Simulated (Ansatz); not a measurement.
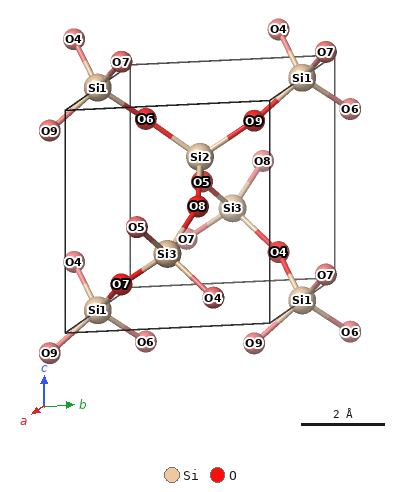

Figure 1. The structure (ball-and-stick view of the cell of the calculation, seen slightly off an axis; neighbours outside the cell are drawn fainter; atoms are numbered from 1 in the order of the input). An atom can appear more than once, as a periodic image. Near neighbours in the periodic cell (some may lie outside the picture): Si has 4 O at 1.61 Å; O has 2 Si at 1.61 Å.

## Two runs on SiO$_{2}$

System: SiO$_{2}$ (P6₄22, 9 atoms in the cell).
Method of run 1: Kohn-Sham DFT of a periodic cell, PBE0, Ansatz PAW, no spin polarisation (Ansatz 0.2.0).

The structure derives from a Materials Project entry. Text and figures count atoms from 1; the logs count them from 0 in places.

Input file, run 1:
```yaml
crystal:
  lattice:
    - [5.0605222284, 0.0, 0.0]
    - [-2.5302611142, 4.3825408062, 0.0]
    - [0.0, 0.0, 5.54135331]
  atoms:
    - { symbol: Si, position: [0.5, 0.0, 0.0] }
    - { symbol: Si, position: [0.5, 0.5, 0.6666666667] }
    - { symbol: Si, position: [0.0, 0.5, 0.3333333333] }
    - { symbol: O, position: [0.20860537, 0.79139463, 0.1666666667] }
    - { symbol: O, position: [0.20860537, 0.41721074, 0.5] }
    - { symbol: O, position: [0.41721074, 0.20860537, 0.8333333333] }
    - { symbol: O, position: [0.79139463, 0.20860537, 0.1666666667] }
    - { symbol: O, position: [0.79139463, 0.58278926, 0.5] }
    - { symbol: O, position: [0.58278926, 0.79139463, 0.8333333333] }
hamiltonian:
  xc: pbe0
  pseudopotentials: { kind: paw }
kpoints:
  mp_grid: { grid: [4, 4, 4] }
scf:
  occupations: { method: fermi_dirac, width: 0.05 }
output:
  forces: true
  stress: true
  eigenvalues: true
```

Hardware: 1 × NVIDIA H100 80GB HBM3, 2 threads of AMD EPYC (Zen 3), 264 GiB of memory available, shared host.

Output, shortened to warnings, some set-up lines, iterations and results (run 1):
```
Warning: output.stress: scf.convergence.dr2_threshold = 1e-7 eV (the SCF's general default) is looser than the 9e-10 eV advised for a printed stress (1e-10 eV for each atom of the cell: 9). What an SCF threshold leaves in a stress goes as its square root, and in the free energy as the threshold itself, and one threshold admits the most on a small cell: of the crystals measured, under no hybrid …
Warning: output.stress: scf.exx.energy_threshold = 1e-6 eV is looser than the 9e-8 eV advised for a stress under a hybrid functional (1e-8 eV for each atom of the cell: 9). Every SCF of the exchange loop can meet its threshold on dr2 while the loop round them stops early: no threshold on dr2 bounds what that leaves in the stress. Set scf.exx.energy_threshold to 9e-8 eV or tighter. The threshold …
Basis set: ecut = 420 eV, 2449 PW (Γ), exchange–correlation on 72×72×80 points (8 copies of the dense FFT grid, shifted against one another)
Symmetry: 12 space group operations
k-points: 12 of 64
Initial density: superposition of atomic densities (neutral atoms: chi_scale 0, normalization atom), corrected by the library's trained network
[...]
SCF iter   1: F=—  HF=-5322.140946 eV  |F-HF|=—  |Δ(HF+E_count)|=         —  Δρ=1.45e-3  dr2=1.54e-3  ethr=1.77e-3  ⟨swp⟩=2.2  Hψ=2995  notcnv=0
SCF iter   2: F=-5322.142337 eV  HF=-5322.141917 eV  |F-HF|=4.20e-4  |Δ(HF+E_count)|=   9.71e-4  Δρ=5.79e-4  dr2=1.17e-4  ethr=2.40e-7  ⟨swp⟩=2.4  Hψ=1702  notcnv=0
SCF 1 stopped early in 2 iterations: F = -5322.142337 eV  dr2 = 1.17e-4
SCF iter   1: F=—  HF=-5324.287656 eV  |F-HF|=—  |Δ(HF+E_count)|=         —  Δρ=6.21e-3  dr2=3.89e-2  ethr=2.44e-6  ⟨swp⟩=12.0  Hψ=2101  notcnv=0
SCF iter   2: F=—  HF=-5324.275010 eV  |F-HF|=—  |Δ(HF+E_count)|=   1.26e-2  Δρ=3.46e-3  dr2=6.53e-3  ethr=2.44e-6  ⟨swp⟩=4.2  Hψ=1394  notcnv=0
[... 6 lines ...]
SCF iter   2: F=—  HF=-5324.291072 eV  |F-HF|=—  |Δ(HF+E_count)|=   1.10e-6  Δρ=2.29e-5  dr2=4.01e-7  ethr=1.17e-9  ⟨swp⟩=5.7  Hψ=1237  notcnv=0  defer=6
SCF iter   3: F=—  HF=-5324.291072 eV  |F-HF|=—  |Δ(HF+E_count)|=   1.05e-7  Δρ=4.26e-6  dr2=1.25e-8  ethr=8.06e-10  ⟨swp⟩=3.8  Hψ=915  notcnv=0  defer=4
SCF iter   4: F=—  HF=-5324.291072 eV  |F-HF|=—  |Δ(HF+E_count)|=   8.89e-8  Δρ=4.64e-6  dr2=1.76e-8  ethr=1.08e-11  ⟨swp⟩=6.2  Hψ=1520  notcnv=0  defer=8
SCF iter   5: F=-5324.291072 eV  HF=-5324.291072 eV  |F-HF|=3.64e-12  |Δ(HF+E_count)|=   6.39e-9  Δρ=1.31e-7  dr2=5.38e-11  ethr=1.08e-11  ⟨swp⟩=4.6  Hψ=1092  notcnv=0  …
SCF 3 converged in 5 iterations: F = -5324.291072 eV  dr2 = 5.38e-11
  Residual-converged pass: ⟨swp⟩=3.0  Hψ=798  notcnv=0  max |occ|·‖R‖ = 9.3e-7 eV (tolerance 9.4e-7 eV)  dr2=5.28e-11  dr2_onsite=8.61e-13  max |Δocc| = 0.0e0
hybrid outer 2: dexx = +5.315e-7 eV, tail = 8.62e-9 eV, Δε = 1.13e-3 eV (about 2.15e-5 eV left of the loop's levels), ΔF = 3.18e-3 eV/Å (tail 2.89e-4)
hybrid SCF converged: 2 outer / 11 inner (+2 warm-up), last move |dexx| = 5.32e-7 eV, tail = 8.62e-9 eV
Stability not checked: this state was not tested for a lower state beside it, because the functional holds exact exchange (a hybrid, or Hartree-Fock), whose exchange loop this test does not read (fock_operator; see scf.lower_state_search)
Free energy (F): -5324.291072 eV
Frozen-core exchange: fock
Harris-Foulkes:  -5324.291072 eV  (|F-HF|=3.64e-12)
Internal energy: -5324.291072 eV  (E = F + TS)
E sigma→0 (E₀):  -5324.291072 eV
Fermi energy:    4.319159 eV
--- Per-component energies (eV) ---
  E_band       = -350.299704
  E_kinetic    = 1215.763608
  E_local      = -3183.116669  (includes V_loc(G=0)·N_el)
  E_nonlocal   = 353.147127
  E_hartree    = 1159.123236
  E_xc         = -473.638643
  E_vxc        = -550.078246  (∫ρ·V_xc dr)
  E_exx        = -158.449593  (= α·E_x^exact, valence–valence)
  E_paw        = -2478.047015  (= ΣΔE_a)
  E_vpaw       = -187.377886  (= ΣTr[D̂ρ^β])
  E_aug_tail   = 0.015584  (compensation charges beyond the density's cutoff)
  E_ewald      = -1758.766989
  E_core_change = -0.321718  (= ΣΔE_core)
  E_smearing   = -0.000000  (= −TS)
  E_closure    = -0.000000  (closes the sum)
  Σ components = -5324.291072   (vs F -5324.291072, Δ=0.00e0)
--- Forces (eV/Å), atoms counted from 1 ---
  atom   1  Si    -0.00000000    -0.00000000     0.00000000
  atom   2  Si     0.00000000     0.00000000     0.00000000
  atom   3  Si     0.00000000     0.00000000     0.00000000
  atom   4  O      0.01923503    -0.01110535     0.00000000
  atom   5  O      0.00000000     0.02221069     0.00000000
  atom   6  O      0.01923503     0.01110535     0.00000000
  atom   7  O     -0.01923503     0.01110535     0.00000000
  atom   8  O     -0.00000000    -0.02221069     0.00000000
  atom   9  O     -0.01923503    -0.01110535     0.00000000
  max |Σ_I F_I| component: 1.39e-17 eV/Å
--- Stress (GPa, compression-positive) ---
        0.014268       0.000000       0.000000
        0.000000       0.014268      -0.000000
        0.000000      -0.000000       0.009233
  P = ⅓ Tr σ = 0.0126 GPa (0.126 kbar)
```

Run 2 used a changed input.

The two runs side by side:

| quantity | run 1 | run 2 |
| --- | --- | --- |
| outcome | converged | converged |
| free energy per atom (eV) | −591.5879 | −591.4713 |
| gap on the mesh (eV) | 8.27 | 7.51 |
| pressure (GPa) | 0.01 | 0.10 |
| largest force (eV/Å) | 0.022 | 0.017 |
| SCF iterations | 13 | 12 |
| irreducible k-points | 12 | 12 |
| plane waves at Γ | 2449 | 2449 |
| wall time (shared host) | 20 s | 16 s |

Which change of the input explains these differences?

The change (lines with − go, lines with + come):
```diff
-  xc: pbe0
+  xc: hse06
```

The total energies belong to different methods, so their difference says nothing on which is more stable or more accurate. The gap on the mesh goes from 8.27 to 7.51 eV. The functional changes from PBE0 to HSE06. The SCF takes 12 iterations against 13.

Output, shortened to warnings, some set-up lines, iterations and results (run 2):
```
Warning: output.stress: scf.convergence.dr2_threshold = 1e-7 eV (the SCF's general default) is looser than the 9e-10 eV advised for a printed stress (1e-10 eV for each atom of the cell: 9). What an SCF threshold leaves in a stress goes as its square root, and in the free energy as the threshold itself, and one threshold admits the most on a small cell: of the crystals measured, under no hybrid …
Warning: output.stress: scf.exx.energy_threshold = 1e-6 eV is looser than the 9e-8 eV advised for a stress under a hybrid functional (1e-8 eV for each atom of the cell: 9). Every SCF of the exchange loop can meet its threshold on dr2 while the loop round them stops early: no threshold on dr2 bounds what that leaves in the stress. Set scf.exx.energy_threshold to 9e-8 eV or tighter. The threshold …
Basis set: ecut = 420 eV, 2449 PW (Γ), exchange–correlation on 72×72×80 points (8 copies of the dense FFT grid, shifted against one another)
Symmetry: 12 space group operations
k-points: 12 of 64
Initial density: superposition of atomic densities (neutral atoms: chi_scale 0, normalization atom), corrected by the library's trained network
[...]
SCF iter   1: F=—  HF=-5322.137750 eV  |F-HF|=—  |Δ(HF+E_count)|=         —  Δρ=1.44e-3  dr2=1.53e-3  ethr=1.77e-3  ⟨swp⟩=2.2  Hψ=2995  notcnv=0
SCF iter   2: F=-5322.139139 eV  HF=-5322.138719 eV  |F-HF|=4.20e-4  |Δ(HF+E_count)|=   9.69e-4  Δρ=5.83e-4  dr2=1.17e-4  ethr=2.39e-7  ⟨swp⟩=2.3  Hψ=1700  notcnv=0
SCF 1 stopped early in 2 iterations: F = -5322.139139 eV  dr2 = 1.17e-4
SCF iter   1: F=—  HF=-5323.242002 eV  |F-HF|=—  |Δ(HF+E_count)|=         —  Δρ=6.47e-3  dr2=4.07e-2  ethr=2.43e-6  ⟨swp⟩=12.0  Hψ=2103  notcnv=0
SCF iter   2: F=—  HF=-5323.228869 eV  |F-HF|=—  |Δ(HF+E_count)|=   1.31e-2  Δρ=3.62e-3  dr2=6.31e-3  ethr=2.43e-6  ⟨swp⟩=4.2  Hψ=1382  notcnv=0
[... 5 lines ...]
SCF iter   1: F=—  HF=-5323.241428 eV  |F-HF|=—  |Δ(HF+E_count)|=         —  Δρ=4.40e-5  dr2=9.80e-7  ethr=2.72e-7  ⟨swp⟩=8.7  Hψ=997  notcnv=0
SCF iter   2: F=—  HF=-5323.241429 eV  |F-HF|=—  |Δ(HF+E_count)|=   4.61e-7  Δρ=1.70e-5  dr2=2.22e-7  ethr=1.82e-9  ⟨swp⟩=4.0  Hψ=1160  notcnv=0
SCF iter   3: F=—  HF=-5323.241429 eV  |F-HF|=—  |Δ(HF+E_count)|=   2.42e-7  Δρ=8.15e-6  dr2=5.84e-8  ethr=4.03e-10  ⟨swp⟩=4.1  Hψ=750  notcnv=0  defer=15
SCF iter   4: F=-5323.241429 eV  HF=-5323.241429 eV  |F-HF|=3.06e-10  |Δ(HF+E_count)|=   1.48e-8  Δρ=1.46e-6  dr2=1.71e-9  ethr=1.17e-10  ⟨swp⟩=5.3  Hψ=991  notcnv=0  defer=10
SCF 3 converged in 4 iterations: F = -5323.241429 eV  dr2 = 1.71e-9
  Residual-converged pass: ⟨swp⟩=3.9  Hψ=996  notcnv=0  max |occ|·‖R‖ = 9.1e-7 eV (tolerance 9.4e-7 eV)  dr2=1.47e-9  dr2_onsite=3.21e-10  max |Δocc| = 0.0e0
hybrid outer 2: dexx = +2.977e-7 eV, tail = 9.40e-9 eV, Δε = 8.09e-4 eV (about 1.81e-5 eV left of the loop's levels), ΔF = 3.33e-3 eV/Å (tail 2.97e-4)
hybrid SCF converged: 2 outer / 10 inner (+2 warm-up), last move |dexx| = 2.98e-7 eV, tail = 9.40e-9 eV
Stability not checked: this state was not tested for a lower state beside it, because the functional holds exact exchange (a hybrid, or Hartree-Fock), whose exchange loop this test does not read (fock_operator; see scf.lower_state_search)
Free energy (F): -5323.241429 eV
Frozen-core exchange: fock
Harris-Foulkes:  -5323.241429 eV  (|F-HF|=3.06e-10)
Internal energy: -5323.241429 eV  (E = F + TS)
E sigma→0 (E₀):  -5323.241429 eV
Fermi energy:    4.339449 eV
--- Per-component energies (eV) ---
  E_band       = -330.363809
  E_kinetic    = 1215.869303
  E_local      = -3182.418331  (includes V_loc(G=0)·N_el)
  E_nonlocal   = 352.472326
  E_hartree    = 1158.979646
  E_xc         = -492.918144
  E_vxc        = -567.734868  (∫ρ·V_xc dr)
  E_exx        = -138.448462  (= α·E_x^exact, valence–valence)
  E_paw        = -2477.689024  (= ΣΔE_a)
  E_vpaw       = -189.628291  (= ΣTr[D̂ρ^β])
  E_aug_tail   = 0.015562  (compensation charges beyond the density's cutoff)
  E_ewald      = -1758.766989
  E_core_change = -0.337308  (= ΣΔE_core)
  E_smearing   = -0.000000  (= −TS)
  E_closure    = -0.000009  (closes the sum)
  Σ components = -5323.241429   (vs F -5323.241429, Δ=9.09e-13)
--- Forces (eV/Å), atoms counted from 1 ---
  atom   1  Si    -0.00000000     0.00000000     0.00000000
  atom   2  Si     0.00000000     0.00000000    -0.00000000
  atom   3  Si     0.00000000    -0.00000000     0.00000000
  atom   4  O      0.01437811    -0.00830121     0.00000000
  atom   5  O      0.00000000     0.01660241     0.00000000
  atom   6  O      0.01437811     0.00830121     0.00000000
  atom   7  O     -0.01437811     0.00830121     0.00000000
  atom   8  O      0.00000000    -0.01660241     0.00000000
  atom   9  O     -0.01437811    -0.00830121     0.00000000
  max |Σ_I F_I| component: 6.94e-18 eV/Å
--- Stress (GPa, compression-positive) ---
        0.104824       0.000000       0.000000
        0.000000       0.104824       0.000000
        0.000000       0.000000       0.102686
  P = ⅓ Tr σ = 0.1041 GPa (1.041 kbar)
```

For both runs: Warnings: the exchange loop's threshold is looser than advised for the stress; the SCF threshold is looser than advised for the printed stress.
